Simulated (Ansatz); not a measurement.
## Geometry relaxation, with input and output: Ti (part 2 of 2)

The same run, continued: Ti (3 atoms in the cell); DFT PBEsol, scalar-relativistic, plane waves, PAW, no spin polarisation (Ansatz 0.2.0); cutoff 420 eV, 12×12×14 k-mesh, Gaussian smearing of 0.1 eV. The structure derives from a Materials Project entry.

Geometry of the input (Å; fractional positions):
```
4.5674  0.0000  0.0000
-2.2837  3.9555  0.0000
0.0000  0.0000  2.8262
Ti 0.0000  0.0000  0.0000
Ti 0.3333  0.6667  0.5000
Ti 0.6667  0.3333  0.5000
```

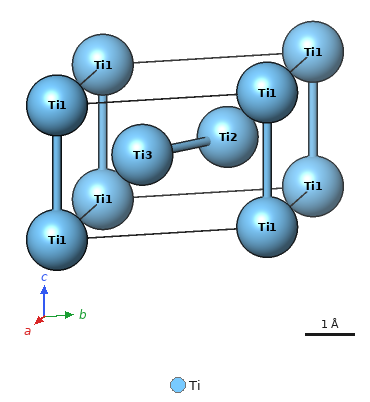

**Figure 1.** The geometry at step 3 of the log (ball-and-stick view of the cell of the calculation, seen slightly off an axis; atoms are numbered from 1 in the order of the input).

What the program printed, continued:
```
SCF iter   1: F=—  HF=-7421.738646 eV  |F-HF|=—  |Δ(HF+E_count)|=         —  Δρ=2.14e-5  dr2=3.03e-8  ethr=1.38e-8  ⟨swp⟩=3.0  Hψ=20433  notcnv=0
preconditioner: auto → none  [metal: Δε(μ)=0.026 eV  Ē_g=2.525 eV  σ=0.100 eV  W_gap=0.15  n_scr=8 (ndim 8)  ℏωp=18.3 eV  f_vac=0.000  D(μ)=2.69/eV (n_scr^D=26)]
SCF iter   2: F=—  HF=-7421.738591 eV  |F-HF|=—  |Δ(HF+E_count)|=   5.45e-5  Δρ=1.04e-5  dr2=6.76e-9  ethr=8.42e-11  ⟨swp⟩=2.1  Hψ=5505  notcnv=0
SCF iter   3: F=—  HF=-7421.738591 eV  |F-HF|=—  |Δ(HF+E_count)|=   4.13e-9  Δρ=1.48e-6  dr2=4.83e-10  ethr=1.88e-11  ⟨swp⟩=2.2  Hψ=4454  notcnv=0
iter 4 did not close the SCF: its close was put off for the readings that it lacked (scf_convergence_deferred on its scf_iter line)
SCF iter   4: F=-7421.738591 eV  HF=-7421.738591 eV  |F-HF|=7.28e-12  |Δ(HF+E_count)|=  9.09e-12  Δρ=3.38e-7  dr2=1.44e-11  ethr=1.34e-12  ⟨swp⟩=2.3  Hψ=5574  notcnv=0
iter 5 did not close the SCF: its close was put off for the readings that it lacked (scf_convergence_deferred on its scf_iter line)
SCF iter   5: F=-7421.738591 eV  HF=-7421.738591 eV  |F-HF|=9.09e-13  |Δ(HF+E_count)|=  8.19e-12  Δρ=4.28e-8  dr2=9.26e-13  ethr=1.00e-12  ⟨swp⟩=1.0  Hψ=3344  notcnv=0
iter 6 did not close the SCF: its close was put off for the readings that it lacked (scf_convergence_deferred on its scf_iter line)
SCF iter   6: F=-7421.738591 eV  HF=-7421.738591 eV  |F-HF|=9.09e-13  |Δ(HF+E_count)|=  9.09e-13  Δρ=6.84e-9  dr2=2.03e-14  ethr=1.00e-12  ⟨swp⟩=1.0  Hψ=3344  notcnv=0
iter 7 did not close the SCF: its close was put off for the readings that it lacked (scf_convergence_deferred on its scf_iter line)
SCF iter   7: F=-7421.738591 eV  HF=-7421.738591 eV  |F-HF|=9.09e-13  |Δ(HF+E_count)|=  1.82e-12  Δρ=1.83e-9  dr2=1.42e-15  ethr=1.00e-12  ⟨swp⟩=1.0  Hψ=3344  notcnv=0
SCF iter   8: F=-7421.738591 eV  HF=-7421.738591 eV  |F-HF|=9.09e-13  |Δ(HF+E_count)|=  9.09e-13  Δρ=6.74e-10  dr2=3.45e-16  ethr=1.00e-12  ⟨swp⟩=2.0  Hψ=8167  notcnv=0
SCF 5 converged in 8 iterations: F = -7421.738591 eV  dr2 = 3.45e-16
relax step   5: F+E_penalty+E_count = -7421.73859117 eV  Δ(F+E_penalty+E_count) = +1.086e-4 eV  max|allowed force component| = 4.441e-16 eV/Å  Δτ_max = 0.0000 Å  P = -0.011 GPa  Ω = 49.417 Å³  stress off target by 3.71e-2 GPa  SCF on the basis re-selected at this cell (its energy is not comparable with the rows above)  (8 SCF iters)
```

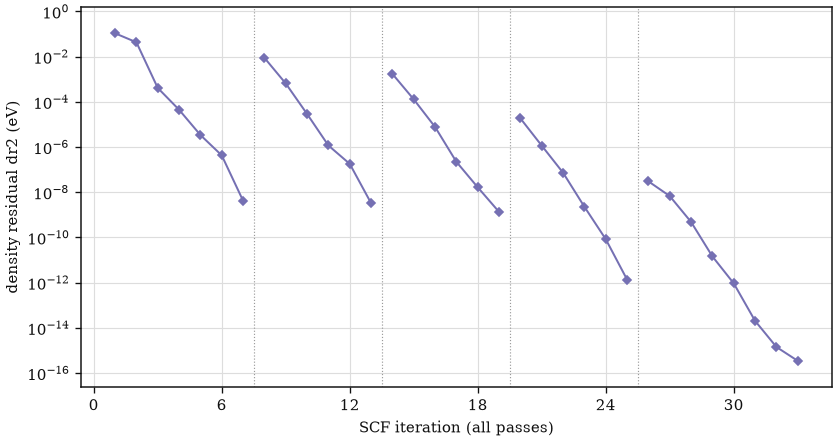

**Figure 2.** Convergence of the self-consistent field: density residual dr2 against the SCF iteration. The dotted lines part the SCF passes of the relaxation: geometry steps, rejected trials and re-solves on a re-selected basis. The 5 passes take 6 to 8 iterations each, 33 in all.

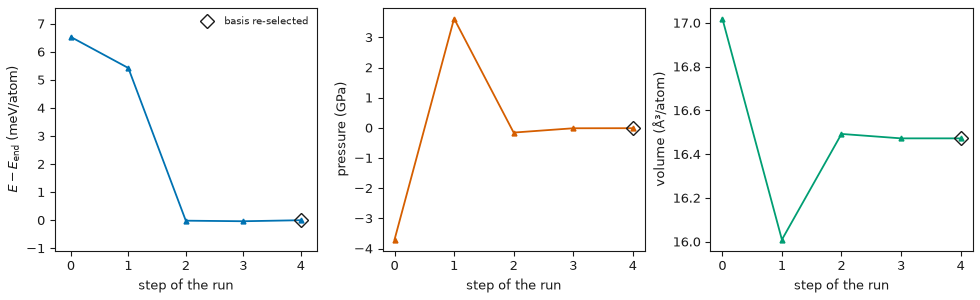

**Figure 3.** Progress of the relaxation, step by step (the first geometry is step 0 here and step 1 in the log).

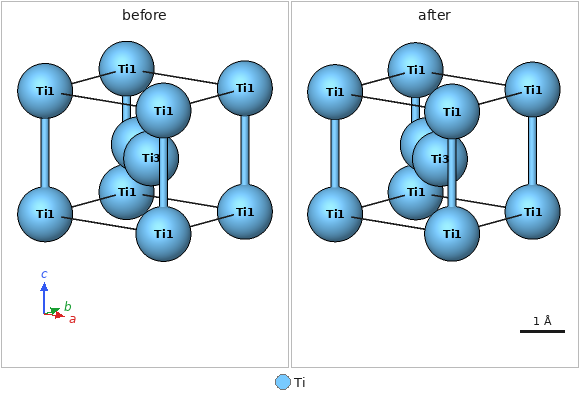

**Figure 4.** Before (left) and after (right) the relaxation, at one scale (ball-and-stick view of the cell of the calculation, seen slightly off an axis). The atoms keep their places relative to the cell (all moves are under 0.005 Å). The volume changes by −3.2 %, with a = b 4.567 → 4.515 Å (−1.1 %), c 2.826 → 2.799 Å (−1.0 %). Among the contacts that change: Ti2–Ti3 2.637 → 2.607 Å, Ti1–Ti1 2.826 → 2.799 Å. The space group stays P6/mmm (No. 191). The energy falls by 6.6 meV per atom in 3 geometry steps. All forces vanish by symmetry, so only the cell relaxes. Pressure: −3.71 GPa at the start and −0.01 GPa at the end. A last SCF at the same geometry on a re-selected plane-wave basis shifts the energy by +0.0 meV per atom. (Atoms are counted from 1 in the order of the input.)

```
basis re-selected at this cell: Δ(F+E_penalty+E_count) = +1.086e-4 eV, ΔP = +0.003 GPa vs the last step (what re-selecting the basis moved, of the pressure what is left beyond the Pulay correction that the steps carried, after the strain that the cell walked since its last selection, with what the two solves' SCF thresholds leave and, on support functions, any second-order correction that the steps lacked; it is no measure of the basis error at this ecutwfc). This SCF's stress stands 3.71e-2 GPa from its target on what of the cell is left free (relax.cell.stress_tol is 5.00e-2 GPa) and its largest allowed force component is 4.44e-16 eV/Å (relax.f_tol is 5.00e-3 eV/Å): within both
SCF converged after 8 iterations
Free energy (F): -7421.738591 eV
Harris-Foulkes:  -7421.738591 eV  (|F-HF|=9.09e-13)
Internal energy: -7421.725122 eV  (E = F + TS)
E sigma→0 (E₀):  -7421.731857 eV
Entropy (-TS):   -0.013469 eV (-4.490 meV/atom)
Fermi energy:    13.982494 eV
--- Per-component energies (eV) ---
  E_band       = -442.579907
  E_kinetic    = 820.262339
  E_local      = -2362.038920  (includes V_loc(G=0)·N_el)
  E_nonlocal   = 28.564123
  E_hartree    = 974.537999
  E_xc         = -291.170242
  E_vxc        = -365.946799  (∫ρ·V_xc dr)
  E_paw        = -3068.065381  (= ΣΔE_a)
  E_vpaw       = -512.496993  (= ΣTr[D̂ρ^β])
  E_aug_tail   = 0.000346  (compensation charges beyond the density's cutoff)
  E_ewald      = -3524.233539
  E_core_change = 0.418153  (= ΣΔE_core)
  E_smearing   = -0.013469  (= −TS)
  E_closure    = 0.000000  (closes the sum)
  Σ components = -7421.738591   (vs F -7421.738591, Δ=0.00e0)
--- Forces (eV/Å), atoms counted from 1 ---
  atom   1  Ti    -0.00000000     0.00000000     0.00000000
  atom   2  Ti     0.00000000    -0.00000000     0.00000000
  atom   3  Ti    -0.00000000     0.00000000    -0.00000000
  max |Σ_I F_I| component: 1.85e-17 eV/Å
--- Stress (GPa, compression-positive) ---
       -0.035607       0.000000      -0.000000
        0.000000      -0.035607       0.000000
       -0.000000       0.000000       0.037147
  P = ⅓ Tr σ = -0.0114 GPa (-0.114 kbar)
--- Band table (eV; the first three rows and the last of 152) ---
  k-point 0: bands = ["-42.5567", "-42.2926", "-42.1019", "-19.0032", "-19.0032", "-18.9199", "-18.9199", "-18.5800", "-18.3614", "-18.2714", "-18.2374", "-18.2374", "7.8180", "11.9233", "13.2672", "13.2672", "13.3663", "13.3663", "13.9747", "14.6942", "15.3282", "15.3282"]
  k-point 1: bands = ["-42.5526", "-42.2902", "-42.0989", "-18.9975", "-18.9975", "-18.9164", "-18.9164", "-18.6037", "-18.3905", "-18.2954", "-18.2380", "-18.2380", "7.9382", "12.0200", "13.1817", "13.1817", "13.3052", "13.3052", "14.1343", "14.7975", "15.2830", "15.2830"]
  k-point 2: bands = ["-42.5412", "-42.2838", "-42.0904", "-18.9814", "-18.9814", "-18.9065", "-18.9065", "-18.6697", "-18.4716", "-18.3623", "-18.2398", "-18.2398", "8.2886", "12.2807", "12.9481", "12.9481", "13.1389", "13.1389", "14.6004", "15.1048", "15.2212", "15.2212"]
  k-point 151: bands = ["-42.4720", "-42.1443", "-42.1443", "-19.1946", "-19.0148", "-19.0148", "-18.7618", "-18.7130", "-18.7130", "-18.5545", "-18.5545", "-18.1683", "11.2155", "12.5172", "12.5172", "12.8340", "12.8340", "12.9785", "14.6548", "14.6548", "14.7895", "14.7895"]
--- Relaxed structure (4 steps of the walk, 4 accepted, 1 SCFs on fresh bases) ---
  F+E_penalty+E_count = -7421.73859117 eV   max|allowed force component| = 4.441e-16 eV/Å   (the final SCF, on the basis selected at the relaxed cell)
  cell:  # Å, volume = 49.4166 Å³
    - [4.515290052265093, 0.0, 0.0]
    - [-2.2576450261325465, 3.910355890716736, 0.0]
    - [0.0, 0.0, 2.7987936485355003]
  atoms:
    - { symbol: Ti, position: [2.029718377780615e-35, -5.545293733152921e-35, 0.0] }
    - { symbol: Ti, position: [0.3333333333333333, 0.6666666666666666, 0.5] }
    - { symbol: Ti, position: [0.6666666666666666, 0.3333333333333333, 0.5] }
```

Trajectory as extended XYZ (Å, eV, eV/Å), 5 frames, from step=1 to step=5:
```
3
Lattice="4.5674 0.0000 0.0000 -2.2837 3.9555 0.0000 0.0000 0.0000 2.8262" Properties=species:S:1:pos:R:3:forces:R:3 step=1 energy=-7421.71901 pressure_GPa=-3.71
Ti    0.0000    0.0000    0.0000    0.0000   0.0000   0.0000
Ti    0.0000    2.6370    1.4131    0.0000   0.0000   0.0000
Ti    2.2837    1.3185    1.4131    0.0000   0.0000   0.0000
3
Lattice="4.4825 0.0000 0.0000 -2.2413 3.8820 0.0000 0.0000 0.0000 2.7600" Properties=species:S:1:pos:R:3:forces:R:3 step=2 energy=-7421.72233 pressure_GPa=3.62
Ti    0.0000    0.0000    0.0000    0.0000   0.0000   0.0000
Ti    0.0000    2.5880    1.3800    0.0000   0.0000   0.0000
Ti    2.2413    1.2940    1.3800    0.0000   0.0000   0.0000
3
Lattice="4.5183 0.0000 0.0000 -2.2592 3.9130 0.0000 0.0000 0.0000 2.7985" Properties=species:S:1:pos:R:3:forces:R:3 step=3 energy=-7421.73864 pressure_GPa=-0.16
Ti    0.0000    0.0000    0.0000    0.0000   0.0000   0.0000
Ti    0.0000    2.6086    1.3992    0.0000   0.0000   0.0000
Ti    2.2592    1.3043    1.3992    0.0000   0.0000   0.0000
3
Lattice="4.5153 0.0000 0.0000 -2.2576 3.9104 0.0000 0.0000 0.0000 2.7988" Properties=species:S:1:pos:R:3:forces:R:3 step=4 energy=-7421.73870 pressure_GPa=-0.01
Ti    0.0000    0.0000    0.0000    0.0000   0.0000   0.0000
Ti    0.0000    2.6069    1.3994    0.0000   0.0000   0.0000
Ti    2.2576    1.3035    1.3994    0.0000   0.0000   0.0000
3
Lattice="4.5153 0.0000 0.0000 -2.2576 3.9104 0.0000 0.0000 0.0000 2.7988" Properties=species:S:1:pos:R:3:forces:R:3 step=5 energy=-7421.73859 pressure_GPa=-0.01
Ti    0.0000    0.0000    0.0000    0.0000   0.0000   0.0000
Ti    0.0000    2.6069    1.3994    0.0000   0.0000   0.0000
Ti    2.2576    1.3035    1.3994    0.0000   0.0000   0.0000
```

Summary:

```tsv
quantity	value
outcome	converged
space group (tolerance 0.01 Å)	P6/mmm (191)
electrons treated	36
free energy	−7421.7386 eV
Fermi energy	13.982 eV
gap on the k-point mesh	none (metallic)
pressure	−0.01 GPa
final volume	49.42 Å³
largest force (length of the vector) at the end	under 0.001 eV/Å
final cell	a = 4.515 Å, b = 4.515 Å, c = 2.799 Å, α = 90.00°, β = 90.00°, γ = 120.00°
wall time	88 s
peak memory	0.46 GiB
```
